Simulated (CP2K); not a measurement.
# A series of single points on Nb

System: Nb (Fm-3m, 1 atom in the cell).
Method: Kohn-Sham DFT of a periodic cell, PBE, GTH-PBE with UZH-TZVP basis, no spin polarisation (CP2K 2026.2).

The 6 runs differ only in the geometry, by an even scaling of the cell at fixed fractional positions. The structure derives from an entry of the Crystallography Open Database.

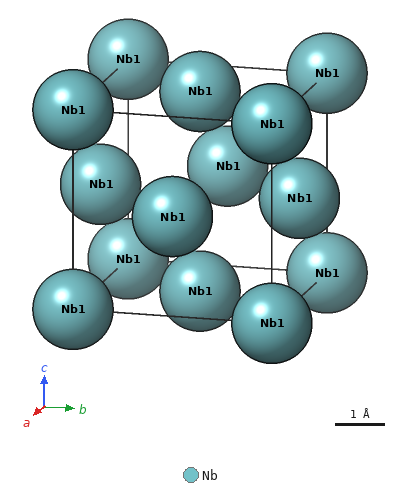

Figure 1. The structure of run 4 (spheres-only view of the cell 4 times as large as that of the calculation, set on its symmetry axes, seen slightly off an axis; atoms are numbered from 1 in the order of the input).

### Input of run 4
```
&GLOBAL
  PROJECT nb_eos
  RUN_TYPE ENERGY_FORCE
  PRINT_LEVEL LOW
&END GLOBAL
&FORCE_EVAL
  METHOD QS
  STRESS_TENSOR ANALYTICAL
  &DFT
    BASIS_SET_FILE_NAME BASIS_MOLOPT_UZH
    POTENTIAL_FILE_NAME POTENTIAL_UZH
    WFN_RESTART_FILE_NAME previous-RESTART.kp
    &MGRID
      CUTOFF 450
      REL_CUTOFF 60
      NGRIDS 5
    &END MGRID
    &QS
      METHOD GPW
      EPS_DEFAULT 1.0E-10
    &END QS
    &KPOINTS
      SCHEME MONKHORST-PACK 11 11 11
      GAMMA_CENTERED T
      SYMMETRY T
      SYMMETRY_BACKEND SPGLIB
    &END KPOINTS
    &SCF
      SCF_GUESS RESTART
      EPS_SCF 1.0E-6
      MAX_SCF 100
      ADDED_MOS 11
      CHOLESKY OFF
      EPS_EIGVAL 1.0E-7
      &DIAGONALIZATION ON
        ALGORITHM STANDARD
      &END DIAGONALIZATION
      &MIXING ON
        METHOD BROYDEN_MIXING
        ALPHA 0.4
        BETA 1.5
        NBUFFER 8
      &END MIXING
      &SMEAR ON
        METHOD FERMI_DIRAC
        ELECTRONIC_TEMPERATURE [K] 580.226
      &END SMEAR
    &END SCF
    &XC
      &XC_FUNCTIONAL PBE
      &END XC_FUNCTIONAL
    &END XC
    &PRINT
      &KPOINTS ON
      &END KPOINTS
      &MULLIKEN ON
      &END MULLIKEN
      &MO ON
        ENERGIES T
        OCCUPATION_NUMBERS T
        &EACH
          QS_SCF 0
        &END EACH
        ADD_LAST NUMERIC
      &END MO
    &END PRINT
  &END DFT
  &SUBSYS
    &CELL
      A 3.0108706172 0.0000000000 0.0000000000
      B 1.5054353086 2.6074904420 0.0000000000
      C 1.5054353086 0.8691634806 2.4583655646
      PERIODIC XYZ
    &END CELL
    &COORD
      SCALED
      Nb  0.0000000000 0.0000000000 0.0000000000
    &END COORD
    &KIND Nb
      BASIS_SET TZVP-MOLOPT-PBE-GTH-q13
      POTENTIAL GTH-PBE-q13
    &END KIND
    &PRINT
      &ATOMIC_COORDINATES ON
      &END ATOMIC_COORDINATES
      &CELL ON
      &END CELL
      &SYMMETRY ON
      &END SYMMETRY
    &END PRINT
  &END SUBSYS
  &PRINT
    &FORCES ON
    &END FORCES
    &STRESS_TENSOR ON
    &END STRESS_TENSOR
  &END PRINT
&END FORCE_EVAL
```

Command:
```bash
OMP_NUM_THREADS=1 cp2k.psmp -i nb_eos.inp -o nb_eos.out
```

Lattice vectors (Å) and fractional positions of run 4:
```
   3.010871    0.000000    0.000000
   1.505435    2.607490    0.000000
   1.505435    0.869163    2.458366
Nb  0.000000  0.000000  0.000000
```

Run 2 differs from it as follows:
```diff
-      A 3.0108706172 0.0000000000 0.0000000000
-      B 1.5054353086 2.6074904420 0.0000000000
-      C 1.5054353086 0.8691634806 2.4583655646
+      A 2.9506369765 0.0000000000 0.0000000000
+      B 1.4753184882 2.5553265790 0.0000000000
+      C 1.4753184882 0.8517755263 2.4091850029
```

### Results, with one run withheld

| run | volume per atom (Å³) | free energy per atom, from the lowest run given (meV) | pressure (GPa) |
| --- | --- | --- | --- |
| 1 | 17.786 | 29.41 | 10.24 |
| 2 | 18.165 | ? | ? |
| 3 | 18.543 | 0.00 | 2.45 |
| 4 | 19.300 | 4.12 | −3.99 |
| 5 | 19.679 | 16.86 | −6.76 |
| 6 | 20.057 | 35.85 | −9.27 |

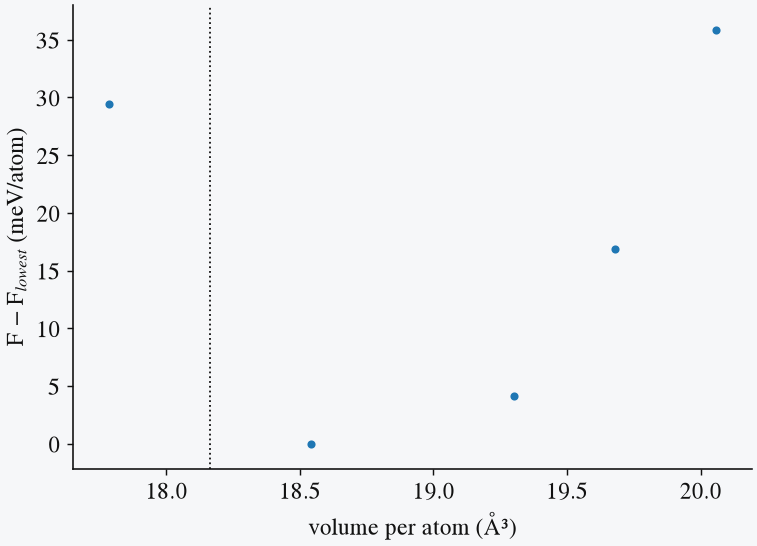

Figure 2. Free energy per atom of the runs given; the dotted line marks run 2.

Fit the runs given and predict run 2.

A cubic polynomial in V^(−2/3) (the Birch–Murnaghan form), fitted to the 5 runs given, misses them by at most 0.01 meV per atom. With x = V^(−2/3) − 0.14023 Å⁻², it reads F = −0.64995 − 2462.2 x + 1.0863e+06 x² − 7.539e+05 x³ (meV per atom). At run 2 it gives 10.08 meV per atom, and the run itself gives 10.11. The slope of the fit gives a pressure −dF/dV of 6.16 GPa there, and the run prints 6.17 GPa. The fit has its minimum at 18.814 Å³ per atom, where V d²F/dV² gives 164 GPa: the bulk modulus at this level, since symmetry fixes the shape and the positions.

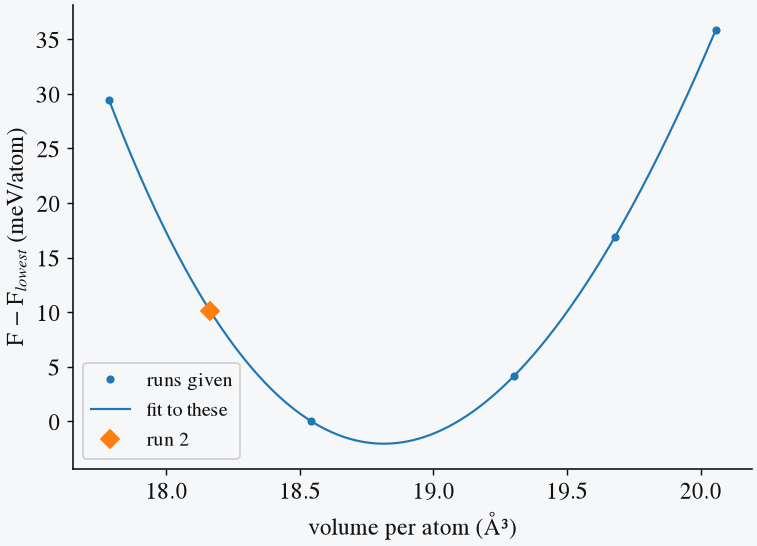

Figure 3. The fit and the withheld run.

### Some lines of the output (run 2)
```
[...]
 CELL| Volume [angstrom^3]:                                            18.164872
 CELL_REF| Volume [angstrom^3]:                                        18.164872
                        Smear method:                                FERMI_DIRAC
  Step     Update method      Time    Convergence         Total energy    Change
  Fermi energy:                                                 0.53599581210809
  Total energy:                                               -56.61106419468793
  Total energy (extrapolated to T->0):                        -56.61084645392770
 MO| E(Fermi):            0.535996 a.u.         14.585188 eV
```
